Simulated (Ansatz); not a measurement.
The Ansatz input:

```yaml
crystal:
  lattice:
    - [-1.671514475, 1.671514475, 4.39907524]
    - [1.671514475, -1.671514475, 4.39907524]
    - [1.671514475, 1.671514475, -4.39907524]
  atoms:
    - { symbol: Au, position: [0.3437272, 0.3437272, 0.0] }
    - { symbol: Au, position: [0.6562728, 0.6562728, 0.0] }
    - { symbol: Al, position: [0.0, 0.0, 0.0] }
kpoints:
  mp_grid: { grid: [11, 11, 11] }
  band_path:
    path:
      - [0.0, 0.0, 0.0]
      - [0.0, 0.0, 0.5]
      - [-0.0721884153, 0.0721884153, 0.5]
      - [-0.2860942076, 0.2860942076, 0.2860942076]
      - [0.0, 0.0, 0.0]
      - [0.5, 0.5, -0.5]
      - [0.2860942076, 0.7139057924, -0.2860942076]
      - [0.0, 0.5, 0.0]
    npoints: 8
scf:
  occupations: { method: fermi_dirac, width: 0.05 }
hamiltonian:
  xc: pbesol
  pseudopotentials: { kind: all_electron, lapw: { basis_error: 0.002 } }
output:
  forces: true
  stress: true
  eigenvalues: true
```

System: Au2Al, space group I4/mmm (No. 139), 3 atoms in the primitive cell.

Level of theory: PBEsol, all-electron LAPW, no spin polarisation, no spin-orbit coupling, 11×11×11 k mesh, Fermi-Dirac smearing of 0.05 eV; code Ansatz.

Predict the main features of the band structure. The path is Γ–X–Y–Σ–Γ–Z–Σ1–N.

A metal: 2 bands cross the Fermi level along this path. Bands cross the Fermi level on Γ–X, X–Y, Σ–Γ and Z–Σ1, and not on Y–Σ, Γ–Z and Σ1–N. At Z the nearest levels lie 2.77 eV below and 2.77 eV above the Fermi level.

Spin-orbit coupling is left out, which matters for Au. The cell comes from a database of computed structures, and whether it is the stable form of this composition wasn't checked. Bands are joined in order of energy, so crossings between the computed points show as kinks or gaps. In reduced coordinates of the cell that was run, X is (0, 0, 0.5), Y is (−0.072, 0.072, 0.5), Σ is (−0.286, 0.286, 0.286), Z is (0.5, 0.5, −0.5), Σ1 is (0.286, 0.714, −0.286) and N is (0, 0.5, 0).

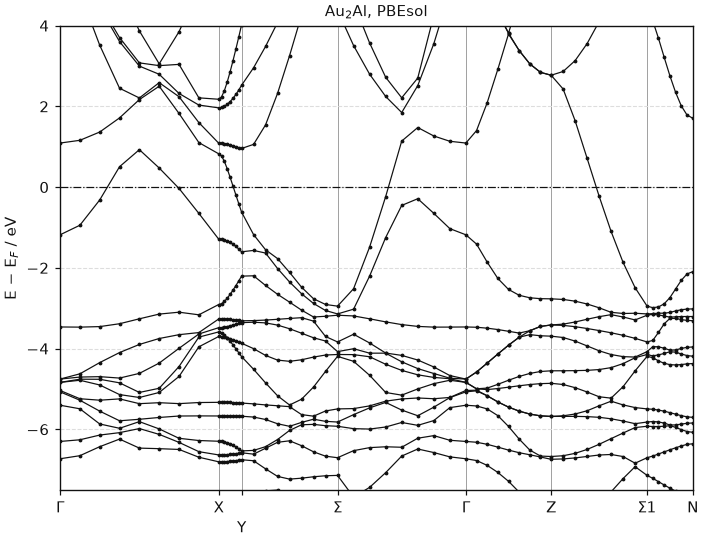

Band structure. Energies are counted from the Fermi level. The path runs straight from each named point to the next.
